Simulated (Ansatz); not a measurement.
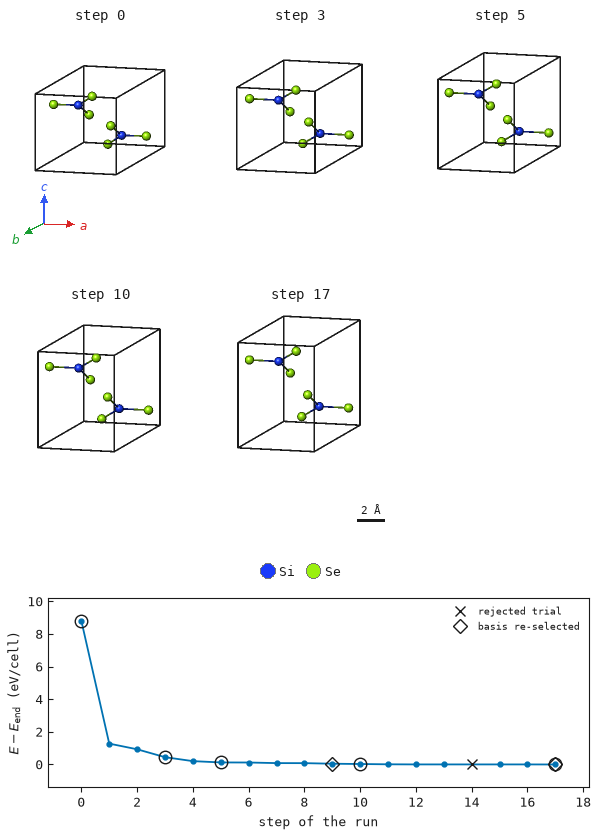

Frames of a relaxation of solid SiSe$_{3}$ (a generated structure, set up in P6_3/m), marked on the history of the run. The picture is a ball-and-stick view of the cell of the calculation, reduced to other axes, seen from a free direction. Lengths and directions refer to the drawn axes.

These are results of Ansatz 0.2.0, DFT, PAW plane waves, PBE, not measurements.

The input:
```yaml
crystal:
  lattice:
    - [3.087372, 5.347483, 0.0]
    - [-3.087372, 5.347483, 0.0]
    - [0.0, 0.0, 6.408528]
  atoms:
    - { symbol: Si, position: [0.6667, 0.6666, 0.25] }
    - { symbol: Si, position: [0.3334, 0.3333, 0.75] }
    - { symbol: Se, position: [0.35498, 0.96175, 0.25] }
    - { symbol: Se, position: [0.03825, 0.31673, 0.75] }
    - { symbol: Se, position: [0.68327, 0.35498, 0.25] }
    - { symbol: Se, position: [0.64502, 0.03825, 0.75] }
    - { symbol: Se, position: [0.96175, 0.68327, 0.25] }
    - { symbol: Se, position: [0.31673, 0.64502, 0.75] }
  symmetry: { tolerance: 0.0003 }
kpoints:
  mp_grid: { grid: [4, 4, 3], shift: [0, 0, 0] }
magnetization:
  spin_polarized: false
scf:
  occupations: { method: cold, width: 0.2773 }
hamiltonian:
  pseudopotentials: { kind: paw }
  xc: pbe
basis:
  ecutwfc: 420
output:
  forces: true
  stress: true
  eigenvalues: true
  write_density: true
  write_potential: true
  elf: true
  volumetric_format: npy
relax:
  max_steps: 40
  cell: {}
```

Command:
```bash
ansatz run input.yaml --threads 1 --pin off --max-ram 2560MiB --backend cpu --events-out ev --progress --plain --runs-dir out
```

### What happens along the run?

Over 14 accepted moves (17 points after the start) the energy falls by 8.812 eV per cell of the calculation. The largest force component goes from 10 to 0.00089 eV/Å. The pressure goes from 29.60 to 0.01 GPa. The line search rejected the trial step at point 14 of the run. The SCF was repeated twice at an unchanged geometry on a basis and grid sized afresh for the cell, which shifted the energy by 35.1 meV per cell of the calculation at most. The largest moves relative to the cell, 0.47 Å, are those of Se3, Se4, Se5, Se6, Se7 and Se8. Se7 goes along [1 −3 0]. Si stays in place. The drawn cell changes as follows: a = b 6.175 → 5.802 Å (−6.0 %), c 6.409 → 8.814 Å (+37.5 %); the volume changes by +21.4 %. Among the contacts that change: Se3–Se5 3.864 → 3.129 Å, Se3–Se5 (another image) 3.248 → 3.856 Å, Se3–Se5 (another image) 3.609 → 3.125 Å, Si1–Se3 1.875 → 2.226 Å. The space group stays P6_3/m (No. 176). From step 0 to 3: Se atoms move most (0.41 Å), volume −0.3 %, energy −8.364 eV per cell of the calculation. From step 3 to 5: Se atoms move most (0.09 Å), volume +3.8 %, energy −0.322 eV per cell of the calculation. From step 5 to 10: Se atoms move most (0.02 Å), volume +7.2 %, energy −97.2 meV per cell of the calculation. From step 10 to 17: volume +9.4 %, energy −28.6 meV per cell of the calculation.

| step | E − E(0), meV/atom | largest force component, eV/Å | pressure, GPa | volume, Å³/atom | note |
| --- | --- | --- | --- | --- | --- |
| 0 | 0.00 | 10.1090 | 29.60 | 26.451 |  |
| 1 | -941.52 | 1.2909 | 3.35 | 28.224 |  |
| 2 | -984.93 | 0.8118 | 1.97 | 27.170 |  |
| 3 | -1045.50 | 0.3614 | 0.68 | 26.378 |  |
| 4 | -1075.82 | 0.0920 | 1.46 | 25.901 |  |
| 5 | -1085.76 | 0.1742 | -0.30 | 27.379 |  |
| 6 | -1086.32 | 0.2851 | -0.36 | 27.974 |  |
| 7 | -1090.93 | 0.0065 | -0.01 | 28.919 |  |
| 8 | -1091.22 | 0.0013 | 0.01 | 28.642 |  |
| 9 | -1095.61 | 0.0027 | 0.24 | 28.642 | same geometry, new basis |
| 10 | -1097.91 | 0.0011 | 0.16 | 29.358 |  |
| 11 | -1100.12 | 0.0007 | 0.09 | 30.495 |  |
| 12 | -1100.95 | 0.0030 | -0.01 | 31.643 |  |
| 13 | -1100.99 | 0.0002 | 0.07 | 32.042 |  |
| 14 | -1100.98 | 0.0268 | -0.03 | 32.077 | rejected |
| 15 | -1101.00 | 0.0032 | 0.05 | 32.056 |  |
| 16 | -1101.01 | 0.0004 | 0.00 | 32.115 |  |
| 17 | -1101.48 | 0.0009 | 0.01 | 32.115 | same geometry, new basis |
